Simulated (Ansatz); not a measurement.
**Run report: Ti, single-point calculation**

The run: single-point calculation of Ti (slab, 12 atoms in the cell). Method and program: DFT PBE+D3(BJ), scalar-relativistic, plane waves, PAW, no spin polarisation (Ansatz 0.2.0).

The structure derives from an entry of the Crystallography Open Database. It belongs to a series of runs on one base structure; here: the slab at its places in the relaxed adsorbed structure. Figures and captions count atoms from 1; the log counts them from 0 in places.

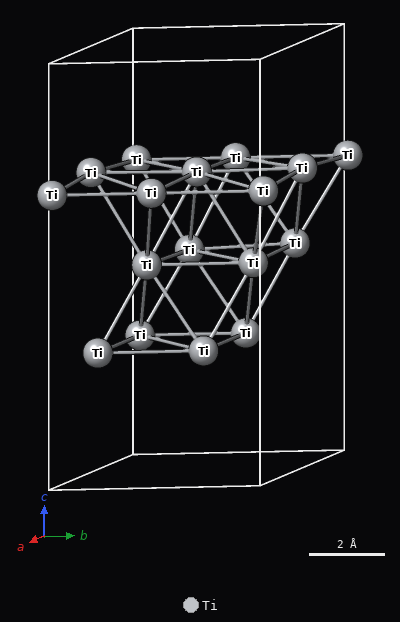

**Figure 1.** The structure (ball-and-stick view of the cell of the calculation, with the vacuum cut short, seen slightly off an axis).

### Input file
```yaml
crystal:
  lattice:
    - [5.7102790045, 0.0, 0.0]
    - [-2.8551395022, 4.9452466806, 0.0]
    - [0.0, 0.0, 24.4241232833]
  atoms:
    - { symbol: Ti, position: [0.3333333333, 0.1666666667, 0.3275450221] }
    - { symbol: Ti, position: [0.3333333333, 0.6666666667, 0.3275450221] }
    - { symbol: Ti, position: [0.8333333333, 0.1666666667, 0.3275450221] }
    - { symbol: Ti, position: [0.8333333333, 0.6666666667, 0.3275450221] }
    - { symbol: Ti, position: [0.667767668, 0.3316515934, 0.4185680237] }
    - { symbol: Ti, position: [0.6678002713, 0.8360753428, 0.4185822525] }
    - { symbol: Ti, position: [0.1705620477, 0.3352724208, 0.4158946721] }
    - { symbol: Ti, position: [0.1682497949, 0.8341146938, 0.4206725301] }
    - { symbol: Ti, position: [0.0124005429, 0.4908743566, 0.5116217498] }
    - { symbol: Ti, position: [0.0125374095, 0.0217050098, 0.5116364655] }
    - { symbol: Ti, position: [0.5140857575, 0.5070154046, 0.5156402351] }
    - { symbol: Ti, position: [0.5157661167, 0.0077061472, 0.5174172586] }
basis:
  ecutwfc: 420
kpoints:
  mp_grid: { grid: [4, 4, 1] }
hamiltonian:
  xc: pbe
  dispersion: d3bj
scf:
  occupations: { method: gaussian, width: 0.1 }
output:
  forces: true
  eigenvalues: true
  write_density: true
  volumetric_format: npy
efield:
  axis: 3
  dipole_correction: true
  ramp_width: 0.04
```

Hardware: 4 threads of Arm Neoverse V2, 24 GiB of memory available, shared host.

Launched with:
```bash
ansatz run input.yaml --threads 4 --pin off --max-ram 10240MiB --backend cpu --events-out ev --progress --plain --runs-dir out
```

### Output
```
Engine: ansatz 0.2.0, aarch64-unknown-linux-gnu
Pseudopotentials: kind: paw
Pseudopotential: Ti, paw, valence charge 12, recommended cutoff 420 eV (normal), Ti.paw.azcp
Functional definition: PBE
  parameter kappa = 0.804
  parameter beta = 0.06672455060314922
  exchange = pbe_x(kappa = kappa, mu = beta*pi^2/3)
  correlation = pbe_c(beta = beta)
Crystal: 12 atoms, lattice volume = 689.706 Å³
Basis set: ecut = 420 eV, 13533 PW (Γ), exchange–correlation on 80×80×360 points (8 copies of the dense FFT grid, shifted against one another)
Bands: 87, of which v1, the nominal top of the filled ones, is band 72 counted from 1 (71 counted from 0)
Symmetry: 1 space group operations
Space group: P1 (ITA 1), of the structure as read, at distance tolerance 8.8e-5 Å
k-points: 10 of 16 (time reversal used)
Non-local potential: Ti, projectors of the file, l = 0: 3, l = 1: 2, l = 2: 3, l = 3: 1
PAW form: soft (Blöchl's): semilocal exchange-correlation on the pseudo side does not see the compensation charge
PAW one-centre angular grid: Ti, 590 points (default); XC on 64 Gauss nodes
Initial density: superposition of atomic densities (neutral atoms: chi_scale 0, normalization atom), corrected by the library's trained network
Initial wavefunctions: pseudopotential atomic-orbital guess
Functional: x = pbe(κ = 0.804, μ = 0.2195149727645171), c = pbe(β = 0.06672455060314922)
SCF iter   1: F=—  HF=-29993.582332 eV  |F-HF|=—  |Δ(HF+E_count)|=         —  Δρ=4.92e-3  dr2=4.95e-1  ethr=1.77e-3  p=0.000 e·Å  D=4.26e-5 V/Å  ΔV_dip=-0.00 eV  dr2_dipole=8.93e-2  V_vac-E_F(+/−)=4.21/4.21 eV  ⟨swp⟩=8.9  Hψ=4178  notcnv=0
efield: sawtooth ramp at fractional position 0.9025 (placed from the atoms, in the widest stretch of the axis that holds none; the zero of the levels goes with the place), width 0.0400; the density the first Hamiltonian is built on has a dipole p = 0.000 e·Å; the dipole correction subtracts the counter field D = 4.26e-5 V/Å, which shifts the + side's vacuum level by -0.00 eV against the − side's; the planar-averaged density in the ramp window peaks in size at 7.5e-6 e/Å³
preconditioner: auto → LDOS  [metal: Δε(μ)=0.041 eV  Ē_g=2.131 eV  σ=0.100 eV  W_gap=0.23  n_scr=94 (ndim 8)  ℏωp=9.8 eV  f_vac=0.630  D(μ)=21.77/eV (n_scr^D=150)  β→1.0]
SCF iter   2: F=—  HF=-29993.574385 eV  |F-HF|=—  |Δ(HF+E_count)|=   7.95e-3  Δρ=2.81e-3  dr2=7.93e-2  ethr=3.44e-4  p=-0.014 e·Å  D=-3.77e-3 V/Å  ΔV_dip=0.09 eV  dr2_dipole=6.99e-3  V_vac-E_F(+/−)=4.59/4.50 eV  ⟨swp⟩=2.1  Hψ=1283  notcnv=0  defer=27
SCF iter   3: F=—  HF=-29993.567233 eV  |F-HF|=—  |Δ(HF+E_count)|=   7.15e-3  Δρ=6.83e-4  dr2=8.52e-3  ethr=5.51e-5  p=-0.007 e·Å  D=-1.80e-3 V/Å  ΔV_dip=0.04 eV  dr2_dipole=4.99e-4  V_vac-E_F(+/−)=4.55/4.50 eV  ⟨swp⟩=2.0  Hψ=1196  notcnv=0  defer=27
SCF iter   4: F=—  HF=-29993.567226 eV  |F-HF|=—  |Δ(HF+E_count)|=   7.11e-6  Δρ=3.00e-4  dr2=1.19e-3  ethr=5.92e-6  p=-0.008 e·Å  D=-2.12e-3 V/Å  ΔV_dip=0.05 eV  dr2_dipole=8.68e-7  V_vac-E_F(+/−)=4.59/4.54 eV  ⟨swp⟩=2.4  Hψ=1078  notcnv=0  defer=27
SCF iter   5: F=—  HF=-29993.567246 eV  |F-HF|=—  |Δ(HF+E_count)|=   2.00e-5  Δρ=9.75e-5  dr2=1.11e-4  ethr=8.27e-7  p=-0.008 e·Å  D=-2.10e-3 V/Å  ΔV_dip=0.05 eV  dr2_dipole=4.74e-6  V_vac-E_F(+/−)=4.61/4.55 eV  ⟨swp⟩=2.1  Hψ=1082  notcnv=0  defer=27
SCF iter   6: F=—  HF=-29993.567280 eV  |F-HF|=—  |Δ(HF+E_count)|=   3.41e-5  Δρ=4.99e-5  dr2=3.02e-5  ethr=7.74e-8  p=-0.008 e·Å  D=-2.06e-3 V/Å  ΔV_dip=0.05 eV  dr2_dipole=1.53e-7  V_vac-E_F(+/−)=4.61/4.56 eV  ⟨swp⟩=2.2  Hψ=1119  notcnv=0  defer=27
SCF iter   7: F=—  HF=-29993.567221 eV  |F-HF|=—  |Δ(HF+E_count)|=   5.91e-5  Δρ=1.21e-5  dr2=2.30e-6  ethr=2.10e-8  p=-0.008 e·Å  D=-2.06e-3 V/Å  ΔV_dip=0.05 eV  dr2_dipole=1.84e-7  V_vac-E_F(+/−)=4.62/4.57 eV  ⟨swp⟩=2.0  Hψ=1101  notcnv=0  defer=9
SCF iter   8: F=—  HF=-29993.567223 eV  |F-HF|=—  |Δ(HF+E_count)|=   1.62e-6  Δρ=4.97e-6  dr2=2.79e-7  ethr=1.59e-9  p=-0.008 e·Å  D=-2.06e-3 V/Å  ΔV_dip=0.05 eV  dr2_dipole=4.30e-10  V_vac-E_F(+/−)=4.62/4.57 eV  ⟨swp⟩=3.0  Hψ=1218  notcnv=0  defer=9
SCF iter   9: F=-29993.567223 eV  HF=-29993.567223 eV  |F-HF|=9.10e-8  |Δ(HF+E_count)|=   1.72e-7  Δρ=1.81e-6  dr2=3.26e-8  ethr=6.94e-11  p=-0.008 e·Å  D=-2.06e-3 V/Å  ΔV_dip=0.05 eV  dr2_dipole=1.12e-11  V_vac-E_F(+/−)=4.62/4.57 eV  ⟨swp⟩=15.1  Hψ=3880  notcnv=0
SCF 1 converged in 9 iterations: F = -29993.567223 eV  dr2 = 3.26e-8
  greatest PAW one-centre occupation: 0.999 electrons in one spin orbital (limit 2), on the Ti atom at site 6 (counted from 0), in its partial waves of l = 0
```

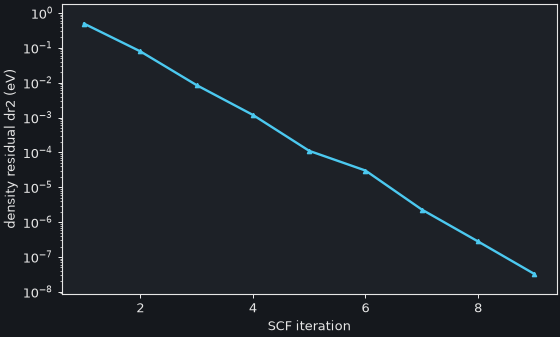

**Figure 2.** Convergence of the self-consistent field: density residual dr2 against the SCF iteration. The residual falls at every step.

```
SCF converged after 9 iterations
Free energy (F): -29993.567223 eV
Harris-Foulkes:  -29993.567223 eV  (|F-HF|=9.10e-8)
Internal energy: -29993.450059 eV  (E = F + TS)
E sigma→0 (E₀):  -29993.508641 eV
Entropy (-TS):   -0.117164 eV (-9.764 meV/atom)
Fermi energy:    0.937611 eV
Dipole field:    D = -0.002062 V/Å  (p = -0.007859 e·Å, saw-weighted, corrected)
Work function:   Φ+ = 4.6193 eV   Φ− = 4.5689 eV
Levels:          The Fermi level and band energies are counted from a zero that moves with the ramp; work functions are not
--- Per-component energies (eV) ---
  E_band       = -3662.587246
  E_kinetic    = 3276.354785
  E_local      = -153640.661181  (includes V_loc(G=0)·N_el)
  E_nonlocal   = 106.977629
  E_hartree    = 75056.087673
  E_xc         = -1165.342272
  E_vxc        = -1457.470206  (∫ρ·V_xc dr)
  E_paw        = -12576.635846  (= ΣΔE_a)
  E_vpaw       = -2059.973803  (= ΣTr[D̂ρ^β])
  E_aug_tail   = 0.001479  (compensation charges beyond the density's cutoff)
  E_efield     = 0.000008  (sawtooth field / dipole correction)
  E_vefield    = -0.017847  (∫n·V_field dr)
  E_ewald      = 58954.888898
  E_disp       = -5.121233  (pairwise vdW)
  E_smearing   = -0.117164  (= −TS)
  E_closure    = 0.000000  (closes the sum)
  Σ components = -29993.567223   (vs F -29993.567223, Δ=0.00e0)
--- Forces (eV/Å), atoms counted from 1 ---
  atom   1  Ti     0.09616213    -0.16794447    -0.12872597
  atom   2  Ti    -0.09654138     0.16781208    -0.12751154
  atom   3  Ti    -0.04979486    -0.02961519    -0.16483511
  atom   4  Ti     0.06772504     0.03916264     0.19082477
  atom   5  Ti    -0.01666551     0.05544510     0.38261961
  atom   6  Ti     0.04032584    -0.04227023     0.38016128
  atom   7  Ti     0.08714885     0.05160779     0.37906105
  atom   8  Ti     0.02408335     0.01435559     0.10417817
  atom   9  Ti    -0.13449384     0.13241536    -0.15974611
  atom  10  Ti     0.04704067    -0.18710978    -0.15930649
  atom  11  Ti    -0.09247751    -0.05301875    -0.48849843
  atom  12  Ti     0.02748279     0.01915754    -0.20822354
  max |Σ_I F_I| component: 4.42e-6 eV/Å
--- Band table (eV; the first three rows and the last of 10) ---
  k-point 0: bands = ["-55.8519", "-55.8139", "-55.7802", "-55.7135", "-55.7018", "-55.6900", "-55.6879", "-55.6388", "-55.5256", "-55.4519", "-55.4428", "-55.3937", "-32.4081", "-32.4073", "-32.3968", "-32.3561", "-32.3460", "-32.3379", "-32.3231", "-32.2451", "-32.2348", "-32.2323", "-32.1389", "-32.0750", "-32.0024", "-31.9730", "-31.9243", "-31.9029", "-31.8956", "-31.8942", "-31.8843", "-31.8761", "-31.8672", "-31.8566", "-31.8354", "-31.7432", "-31.7388", "-31.7379", "-31.6968", "-31.6856", "-31.6679", "-31.6649", "-31.5937", "-31.5923", "-31.5784", "-31.5707", "-31.4549", "-31.4495", "-4.7127", "-3.3332", "-2.1119", "-1.6319", "-1.6003", "-1.5919", "-1.4201", "-1.4038", "-1.3973", "-0.9803", "-0.9531", "-0.9526", "-0.7476", "-0.7280", "-0.7007", "-0.0392", "-0.0014", "0.0163", "0.7742", "0.8682", "1.1931", "1.1989", "1.2623", "1.4184", "1.5014", "1.5023", "1.5696", "1.6707", "1.6824", "1.7619", "1.8709", "1.8947", "1.9067", "1.9126", "1.9182", "1.9444", "1.9600", "2.1317", "2.1488"]
  k-point 1: bands = ["-55.8395", "-55.7984", "-55.7884", "-55.7218", "-55.7078", "-55.6922", "-55.6861", "-55.6448", "-55.5141", "-55.4563", "-55.4474", "-55.3961", "-32.3604", "-32.3516", "-32.3264", "-32.3037", "-32.3002", "-32.2928", "-32.2642", "-32.2130", "-32.2024", "-32.1907", "-32.1339", "-32.0946", "-32.0231", "-32.0081", "-31.9601", "-31.9491", "-31.9396", "-31.9327", "-31.8780", "-31.8699", "-31.8523", "-31.8489", "-31.8368", "-31.8164", "-31.7941", "-31.7623", "-31.7444", "-31.6692", "-31.6605", "-31.6501", "-31.6323", "-31.6160", "-31.5783", "-31.5656", "-31.5286", "-31.4709", "-4.2604", "-2.9012", "-1.9200", "-1.7010", "-1.4780", "-1.4012", "-1.3839", "-1.1885", "-1.1798", "-0.7420", "-0.6064", "-0.5775", "-0.5304", "-0.5029", "-0.4732", "0.0388", "0.0828", "0.1206", "0.6748", "0.8227", "0.9613", "1.0040", "1.0413", "1.0678", "1.2803", "1.3094", "1.3410", "1.4504", "1.5008", "1.5444", "1.5930", "1.6808", "1.7268", "1.7503", "1.8188", "1.9506", "1.9636", "2.0154", "2.0357"]
  k-point 2: bands = ["-55.8142", "-55.8095", "-55.7668", "-55.7518", "-55.7095", "-55.6930", "-55.6839", "-55.6514", "-55.4948", "-55.4720", "-55.4489", "-55.3981", "-32.2947", "-32.2838", "-32.2492", "-32.2415", "-32.2372", "-32.2261", "-32.1675", "-32.1563", "-32.1355", "-32.1313", "-32.0958", "-32.0850", "-32.0779", "-32.0696", "-32.0557", "-32.0335", "-32.0165", "-31.9977", "-31.9838", "-31.9018", "-31.8380", "-31.8267", "-31.8173", "-31.8103", "-31.7929", "-31.7805", "-31.7337", "-31.7172", "-31.7041", "-31.6695", "-31.6518", "-31.6348", "-31.6273", "-31.5719", "-31.5377", "-31.5004", "-3.1004", "-3.0931", "-1.9222", "-1.9079", "-1.1217", "-1.1071", "-0.9052", "-0.8533", "-0.8314", "-0.8190", "-0.1481", "-0.1136", "-0.0902", "-0.0780", "0.0273", "0.0975", "0.3652", "0.3923", "0.4394", "0.4681", "0.4890", "0.4992", "0.7002", "0.7335", "0.7620", "0.7888", "0.8998", "0.9348", "0.9507", "1.0696", "1.1303", "1.3561", "1.5492", "1.5880", "1.6639", "1.7463", "1.8031", "1.8718", "2.1994"]
  k-point 9: bands = ["-55.8144", "-55.8093", "-55.7667", "-55.7518", "-55.7094", "-55.6930", "-55.6839", "-55.6514", "-55.4947", "-55.4721", "-55.4488", "-55.3981", "-32.2947", "-32.2837", "-32.2493", "-32.2414", "-32.2372", "-32.2262", "-32.1675", "-32.1562", "-32.1355", "-32.1313", "-32.0963", "-32.0850", "-32.0775", "-32.0694", "-32.0557", "-32.0335", "-32.0167", "-31.9976", "-31.9839", "-31.9017", "-31.8379", "-31.8267", "-31.8173", "-31.8104", "-31.7930", "-31.7805", "-31.7336", "-31.7174", "-31.7040", "-31.6696", "-31.6517", "-31.6347", "-31.6273", "-31.5719", "-31.5377", "-31.5004", "-3.1004", "-3.0931", "-1.9222", "-1.9079", "-1.1218", "-1.1070", "-0.9053", "-0.8532", "-0.8314", "-0.8191", "-0.1483", "-0.1133", "-0.0903", "-0.0779", "0.0274", "0.0973", "0.3653", "0.3922", "0.4390", "0.4680", "0.4891", "0.4997", "0.6996", "0.7340", "0.7620", "0.7887", "0.8990", "0.9345", "0.9514", "1.0694", "1.1302", "1.3563", "1.5484", "1.5882", "1.6636", "1.7473", "1.8033", "1.8716", "2.1997"]
```

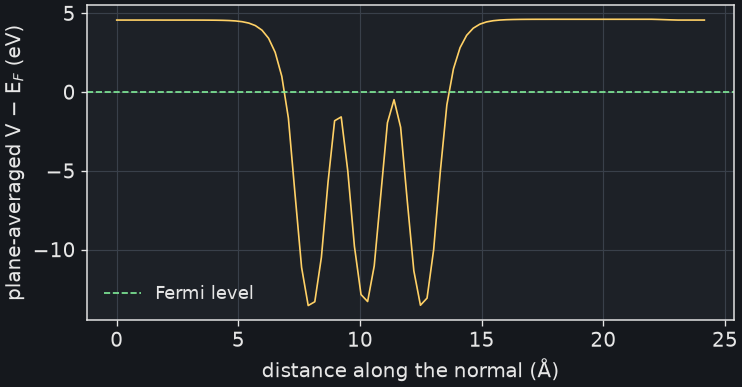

**Figure 3.** Plane average of the electrostatic potential energy of an electron across the cell, from the Fermi level. The vacuum level lies 4.62 eV above the Fermi level on the upper side and 4.57 eV on the lower.

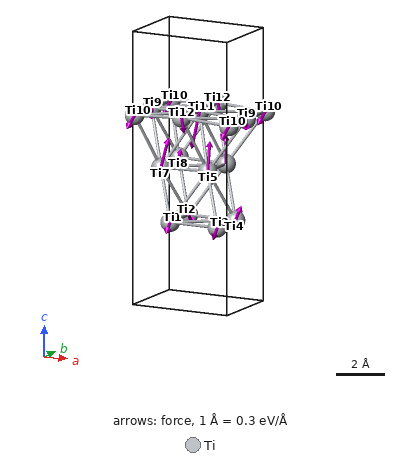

**Figure 4.** Forces on the atoms as pink arrows (ball-and-stick view of the cell of the calculation, with the vacuum cut short, seen slightly off an axis; atoms are numbered from 1 in the order of the input). The largest act on Ti11 (0.50 eV/Å); Ti5, Ti7 (0.39 eV/Å); Ti6 (0.38 eV/Å); Ti9, Ti10 (0.25 eV/Å), among others. The geometry is not a stationary point of this energy.

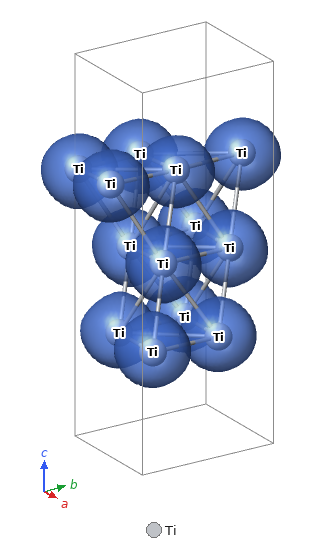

**Figure 5.** Isosurface of the valence electron density at 0.3 e/Å³ (blue), seen slightly off an axis. Sticks mark near contacts. At this value the density breaks into separate islands; it holds about 80 % of the electrons treated as valence (semicore included). It is pinched off along the Ti–Ti (2.68 Å), Ti–Ti (2.73 Å), Ti–Ti (2.77 Å) and Ti–Ti (2.81 Å) contacts. On the grid the lowest density along these lines, outside the cores, is 0.24 e/Å³ (Ti–Ti, 2.68 Å), 0.24 e/Å³ (Ti–Ti, 2.73 Å), 0.23 e/Å³ (Ti–Ti, 2.77 Å) and 0.22 e/Å³ (Ti–Ti, 2.81 Å). Core electrons are frozen (PAW), so the fields are smoothed inside the atomic spheres.

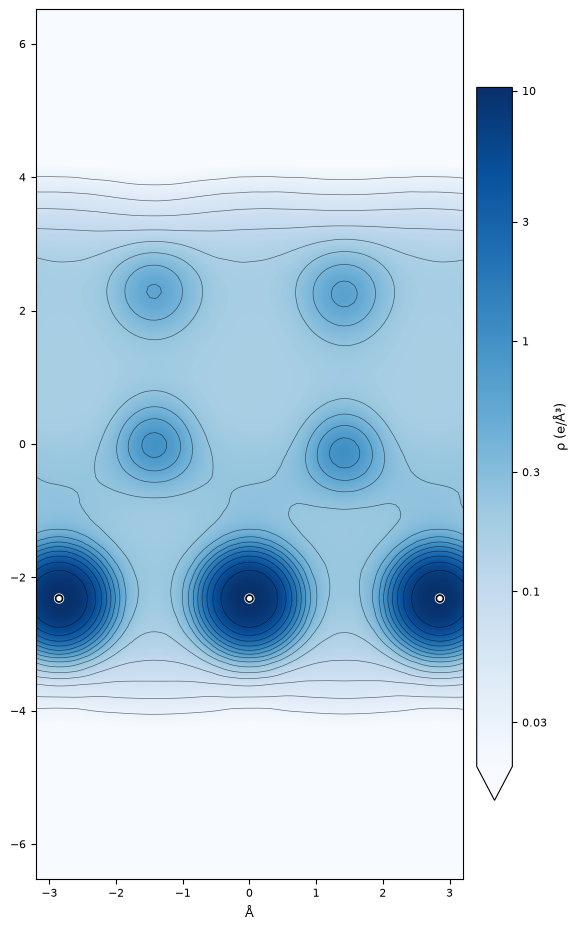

**Figure 6.** Valence electron density on the (100) plane of the calculation cell, a cut from vacuum to vacuum. Circles mark the nuclei in the plane (Ti). The section cuts through Ti sites. Ti–Ti (2.86 Å): ρ at the midpoint is about 0.2 e/Å³. The density dies away to nearly zero in the vacuum.

### Key numbers

- outcome: converged
- electrons treated: 144
- free energy: −29993.5672 eV
- work function, top face: 4.62 eV
- work function, bottom face: 4.57 eV
- Fermi energy: 0.938 eV
- gap on the k-point mesh: none (metallic)
- work function (upper face): 4.62 eV
- largest force (length of the vector): 0.500 eV/Å
- wall time: 12 s (CPU time 48 s)
- peak memory: 1.5 GiB
